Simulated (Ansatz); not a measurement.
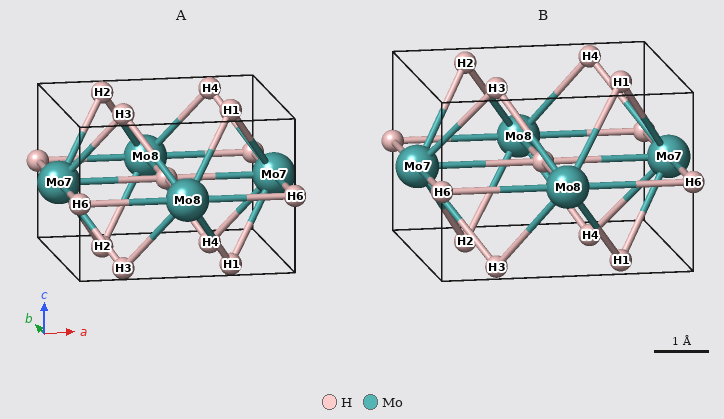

Two geometries of a crystal of MoH3 (a generated structure, set up in P4/mbm) (coarse preliminary run), drawn at one scale. One is the start of a relaxation, the other its converged end. Style: ball-and-stick. Shown: the cell of the calculation, slightly off an axis.

Theory: DFT PBE, scalar-relativistic, plane waves, PAW (Ansatz). Settings: plane-wave cutoff 420 eV; k-point mesh 4 × 4 × 6; occupations gaussian; smearing width 0.1 eV; no spin polarisation; cell and atoms relaxed; force threshold 0.04 eV/Å; at most 70 steps.

> Which one is relaxed?

Structure A is the relaxed one. The largest moves relative to the cell, 0.075 Å, are those of H atoms. Mo stays in place. The volume changes by −36.9 %, with a = b 4.782 → 4.091 Å (−14.5 %), c 3.406 → 2.936 Å (−13.8 %). Some distances before and after: Mo–Mo 3.382 → 2.893 Å, Mo–Mo 3.406 → 2.936 Å, H–Mo 2.463 → 2.062 Å, H–Mo 2.391 → 2.046 Å. Among the angles between lasting bonds that change: H–Mo–H 86.5° → 89.1°, Mo–H–Mo 93.5° → 90.9°, H–Mo–H 93.5° → 90.9°. The space group (tolerance 0.01 Å) goes from P4/mbm (No. 127) to P4/mmm (No. 123). Over 4 accepted moves (5 points after the start) the energy falls by 594 meV per atom. Largest force component: 0.14 eV/Å at the start, 0.0014 eV/Å at the end. The pressure goes from −35.75 to −0.18 GPa. The SCF was repeated once at an unchanged geometry on a basis and grid sized afresh for the cell, which shifted the energy by 1.8 meV per atom at most.
